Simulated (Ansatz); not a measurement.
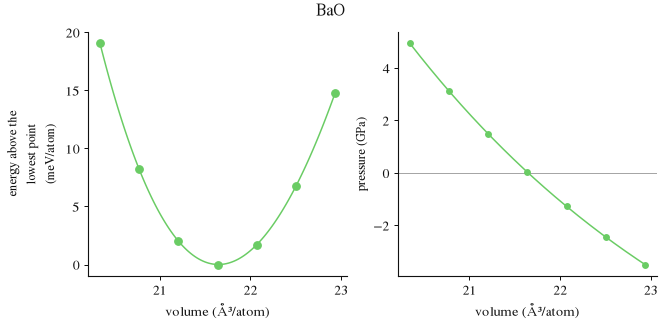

The figure shows the energy above the lowest point and pressure against volume for BaO, space group Fm-3m (No. 225) (one of a set of cubic test structures, which need not be the stable phase).

Computed with Ansatz 0.2.0 development build: equation of state of a cubic crystal from periodic Kohn-Sham density functional theory without spin, third-order Birch-Murnaghan fit to the free energies; pressure corrected for the finite basis. Level: PBE.

structure type rock salt; atoms in cell 2; space group number 225; lattice centring face-centred primitive; k mesh 17×17×17; occupation method Fermi–Dirac; occupation width 0.06123 eV; wave cutoff 420 eV; datasets soft-1 PAW; density tolerance 1e−07 eV; bands 12; density cutoff ratio 4; search for lower states default.

Give the values behind the plot as a table.

```tsv
volume (Å³/atom)	energy above the lowest point (meV/atom)	pressure (GPa)
20.34	19.1	4.951
20.77	8.2	3.125
21.21	2.0	1.492
21.64	0.0	0.030
22.07	1.7	-1.276
22.50	6.8	-2.446
22.94	14.8	-3.493
```
